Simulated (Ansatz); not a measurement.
## SiC: a changed input and its effect

System: SiC (4 atoms in the cell).
Method of run 1: DFT, PBE, plane waves, PAW, no spin polarisation (Ansatz 0.2.0).

The structure derives from an entry of the Crystallography Open Database. Text and figures count atoms from 1; the logs count them from 0 in places.

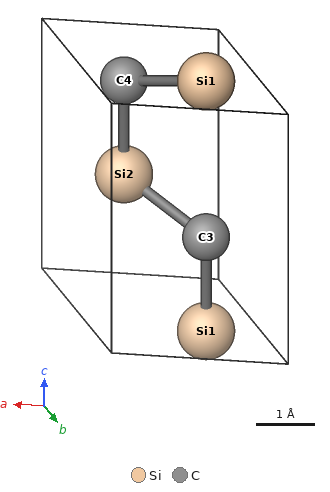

**Figure 1.** The structure as given in the input (ball-and-stick view of the cell of the calculation, seen at an oblique angle; atoms are numbered from 1 in the order of the input).

The input, run 1:
```yaml
crystal:
  lattice:
    - [3.0919867344, 0.0, 0.0]
    - [-1.5459933672, 2.6777390602, 0.0]
    - [0.0, 0.0, 5.0737646004]
  atoms:
    - { symbol: Si, position: [0.3333333333, 0.6666666667, 0.0045636718] }
    - { symbol: Si, position: [0.6666666667, 0.3333333333, 0.5045636718] }
    - { symbol: C, position: [0.3333333333, 0.6666666667, 0.3804363282] }
    - { symbol: C, position: [0.6666666667, 0.3333333333, 0.8804363282] }
basis:
  ecutwfc: 420
kpoints:
  mp_grid: { grid: [12, 12, 6] }
hamiltonian:
  xc: pbe
scf:
  occupations: { method: gaussian, width: 0.05 }
  mixing: { algorithm: broyden, beta: 0.9, ndim: 2 }
  initial_density: { chi_scale: 0.3 }
output:
  forces: true
  eigenvalues: true
  stress: true
```

Launched with:
```bash
ansatz run input.yaml --threads 1 --pin off --max-ram 2560MiB --backend cpu --events-out ev --progress --plain --runs-dir out
```

Hardware: 1 thread of Intel Xeon @ 2.50GHz (Skylake/Cascade Lake), 64 GiB of memory available, shared host.

Output, shortened to warnings, some set-up lines, iterations and results (run 1):
```
Basis set: ecut = 420 eV, 809 PW (Γ), exchange–correlation on 48×48×72 points (8 copies of the dense FFT grid, shifted against one another)
Symmetry: 12 space group operations
k-points: 76 of 864 (time reversal used)
Initial density: superposition of atomic densities (chi_scale 0.3, normalization cell, long waves kept (reshape's long-wave potential 0.00 eV rms))
[...]
SCF iter   1: F=—  HF=-1776.087801 eV  |F-HF|=—  |Δ(HF+E_count)|=         —  Δρ=1.13e-1  dr2=6.33e0  ethr=3.10e-3  ⟨swp⟩=5.7  Hψ=5881  notcnv=0
SCF iter   2: F=—  HF=-1776.617847 eV  |F-HF|=—  |Δ(HF+E_count)|=   5.30e-1  Δρ=1.22e-1  dr2=6.92e0  ethr=3.10e-3  ⟨swp⟩=4.0  Hψ=3314  notcnv=0  κ⁻¹=1.0e0(r=1)
SCF iter   3: F=—  HF=-1774.314589 eV  |F-HF|=—  |Δ(HF+E_count)|=    2.30e0  Δρ=5.84e-3  dr2=1.60e-2  ethr=3.10e-3  ⟨swp⟩=3.3  Hψ=2701  notcnv=0  κ⁻¹=6.7e-3(r=2)
SCF iter   4: F=—  HF=-1774.309111 eV  |F-HF|=—  |Δ(HF+E_count)|=   5.48e-3  Δρ=8.71e-4  dr2=2.63e-4  ethr=9.98e-5  ⟨swp⟩=2.2  Hψ=1904  notcnv=0  κ⁻¹=8.2e-4(r=2)
SCF iter   5: F=—  HF=-1774.309081 eV  |F-HF|=—  |Δ(HF+E_count)|=   2.97e-5  Δρ=1.37e-4  dr2=6.27e-6  ethr=1.64e-6  ⟨swp⟩=2.5  Hψ=1528  notcnv=0  κ⁻¹=1.7e-2(r=2)
SCF iter   6: F=—  HF=-1774.309080 eV  |F-HF|=—  |Δ(HF+E_count)|=   1.19e-6  Δρ=2.86e-5  dr2=3.30e-7  ethr=3.92e-8  ⟨swp⟩=2.1  Hψ=1426  notcnv=0  κ⁻¹=2.6e-2(r=2)
SCF iter   7: F=—  HF=-1774.309080 eV  |F-HF|=—  |Δ(HF+E_count)|=   7.31e-8  Δρ=1.82e-5  dr2=1.50e-7  ethr=6.25e-10  ⟨swp⟩=5.9  Hψ=4738  notcnv=0  κ⁻¹=1.0e-1(r=2)
SCF iter   8: F=-1774.309080 eV  HF=-1774.309080 eV  |F-HF|=3.82e-9  |Δ(HF+E_count)|=   4.85e-8  Δρ=3.54e-6  dr2=5.91e-9  ethr=6.25e-10  ⟨swp⟩=4.4  Hψ=3131  notcnv=0
SCF 1 converged in 8 iterations: F = -1774.309080 eV  dr2 = 5.91e-9
SCF converged after 8 iterations
Stability not checked: this state was not tested for a lower state beside it, because the mixer in use, unlike msr1, does not test its closes by its own steps (another_mixer; see scf.mixing.algorithm and scf.lower_state_search)
Free energy (F): -1774.309080 eV
Harris-Foulkes:  -1774.309080 eV  (|F-HF|=3.82e-9)
Internal energy: -1774.309080 eV  (E = F + TS)
E sigma→0 (E₀):  -1774.309080 eV
Fermi energy:    10.589867 eV
--- Per-component energies (eV) ---
  E_band       = 55.088278
  E_kinetic    = 269.974054
  E_local      = -212.414653  (includes V_loc(G=0)·N_el)
  E_nonlocal   = 103.279752
  E_hartree    = 65.332127
  E_xc         = -210.546781
  E_vxc        = -218.143994  (∫ρ·V_xc dr)
  E_paw        = -1224.024278  (= ΣΔE_a)
  E_vpaw       = -18.270099  (= ΣTr[D̂ρ^β])
  E_aug_tail   = 0.000025  (compensation charges beyond the density's cutoff)
  E_ewald      = -565.909325
  E_smearing   = -0.000000  (= −TS)
  E_closure    = -0.000000  (closes the sum)
  Σ components = -1774.309080   (vs F -1774.309080, Δ=0.00e0)
--- Forces (eV/Å), atoms counted from 1 ---
  atom   1  Si     0.00000000     0.00000000     0.00212821
  atom   2  Si     0.00000000    -0.00000000     0.00212821
  atom   3  C      0.00000000     0.00000000    -0.00215098
  atom   4  C      0.00000000    -0.00000000    -0.00215098
  max |Σ_I F_I| component: 4.56e-5 eV/Å
--- Stress (GPa, compression-positive) ---
        0.000490      -0.000000      -0.000000
        0.000000       0.000490      -0.000000
       -0.000000      -0.000000       0.046040
  P = ⅓ Tr σ = 0.0157 GPa (0.157 kbar)
```

For run 2 the input was changed thus:
```diff
-  mixing: { algorithm: broyden, beta: 0.9, ndim: 2 }
-  initial_density: { chi_scale: 0.3 }
+  n_extra_bands: 32
```

Predict how the results change.

Both reach the same energy, so the change doesn't alter the result. The SCF takes 6 iterations against 8. On the same kind of shared host run 2 took about 1.7 times as long. The two runs start from different initial densities, which also moves the count.

Output, shortened to warnings, some set-up lines, iterations and results (run 2):
```
Basis set: ecut = 420 eV, 809 PW (Γ), exchange–correlation on 48×48×72 points (8 copies of the dense FFT grid, shifted against one another)
Symmetry: 12 space group operations
k-points: 76 of 864 (time reversal used)
Initial density: superposition of atomic densities (neutral atoms: chi_scale 0, normalization atom), corrected by the library's trained network
[...]
SCF iter   1: F=—  HF=-1774.309595 eV  |F-HF|=—  |Δ(HF+E_count)|=         —  Δρ=2.77e-3  dr2=3.52e-3  ethr=1.77e-3  ⟨swp⟩=5.1  Hψ=14420  notcnv=0  defer=1226
SCF iter   2: F=—  HF=-1774.309129 eV  |F-HF|=—  |Δ(HF+E_count)|=   4.66e-4  Δρ=1.03e-3  dr2=4.54e-4  ethr=2.20e-5  ⟨swp⟩=1.0  Hψ=3648  notcnv=0  defer=1631
SCF iter   3: F=—  HF=-1774.309136 eV  |F-HF|=—  |Δ(HF+E_count)|=   6.69e-6  Δρ=1.92e-4  dr2=1.55e-5  ethr=2.84e-6  ⟨swp⟩=2.4  Hψ=1702  notcnv=0  defer=1631
SCF iter   4: F=—  HF=-1774.309079 eV  |F-HF|=—  |Δ(HF+E_count)|=   5.64e-5  Δρ=1.88e-5  dr2=7.87e-8  ethr=9.67e-8  ⟨swp⟩=2.4  Hψ=1662  notcnv=0  defer=1631
SCF iter   5: F=-1774.309080 eV  HF=-1774.309080 eV  |F-HF|=1.57e-9  |Δ(HF+E_count)|=   8.70e-8  Δρ=2.25e-6  dr2=8.23e-10  ethr=4.92e-10  ⟨swp⟩=2.0  Hψ=1671  notcnv=0  …
SCF iter   6: F=-1774.309080 eV  HF=-1774.309080 eV  |F-HF|=4.55e-13  |Δ(HF+E_count)|=   1.87e-9  Δρ=4.85e-7  dr2=7.62e-11  ethr=5.14e-12  ⟨swp⟩=8.1  Hψ=19013  notcnv=0
SCF 1 converged in 6 iterations: F = -1774.309080 eV  dr2 = 7.62e-11
SCF converged after 6 iterations
Free energy (F): -1774.309080 eV
Harris-Foulkes:  -1774.309080 eV  (|F-HF|=4.55e-13)
Internal energy: -1774.309080 eV  (E = F + TS)
E sigma→0 (E₀):  -1774.309080 eV
Fermi energy:    10.589895 eV
--- Per-component energies (eV) ---
  E_band       = 55.088727
  E_kinetic    = 269.973546
  E_local      = -212.413667  (includes V_loc(G=0)·N_el)
  E_nonlocal   = 103.279674
  E_hartree    = 65.331594
  E_xc         = -210.546699
  E_vxc        = -218.143887  (∫ρ·V_xc dr)
  E_paw        = -1224.024227  (= ΣΔE_a)
  E_vpaw       = -18.270077  (= ΣTr[D̂ρ^β])
  E_aug_tail   = 0.000025  (compensation charges beyond the density's cutoff)
  E_ewald      = -565.909325
  E_smearing   = -0.000000  (= −TS)
  E_closure    = 0.000000  (closes the sum)
  Σ components = -1774.309080   (vs F -1774.309080, Δ=0.00e0)
--- Forces (eV/Å), atoms counted from 1 ---
  atom   1  Si     0.00000000     0.00000000     0.00212531
  atom   2  Si    -0.00000000    -0.00000000     0.00212531
  atom   3  C      0.00000000     0.00000000    -0.00213155
  atom   4  C     -0.00000000    -0.00000000    -0.00213155
  max |Σ_I F_I| component: 1.25e-5 eV/Å
--- Stress (GPa, compression-positive) ---
        0.000874       0.000000      -0.000000
        0.000000       0.000874      -0.000000
       -0.000000      -0.000000       0.046649
  P = ⅓ Tr σ = 0.0161 GPa (0.161 kbar)
```

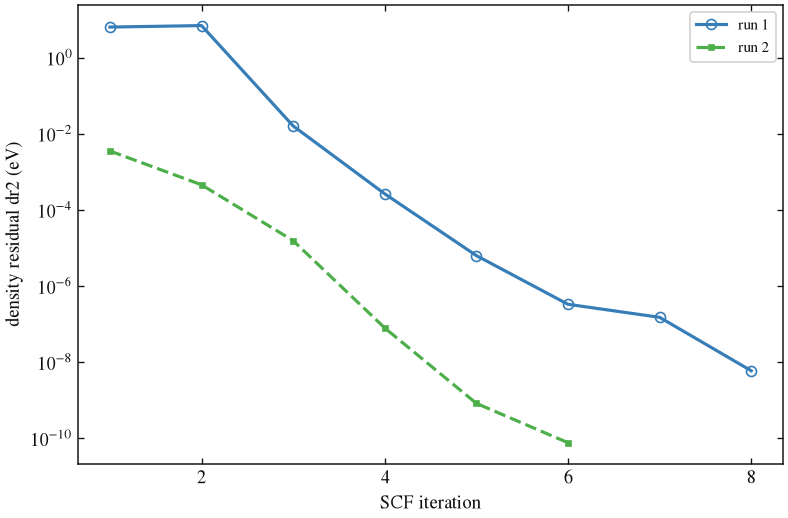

**Figure 2.** Convergence of the two runs: density residual dr2 against the SCF iteration. Run 1 takes 8 iterations in all, and run 2 takes 6.

The two runs side by side:

```tsv
quantity	run 1	run 2
outcome	converged	converged
free energy per atom (eV)	−443.5773	−443.5773
gap on the mesh (eV)	2.31	2.31
pressure (GPa)	0.02	0.02
largest force (eV/Å)	0.002	0.002
SCF iterations	8	6
irreducible k-points	76	76
plane waves at Γ	809	809
wall time (shared host)	5.1 s	8.8 s
```
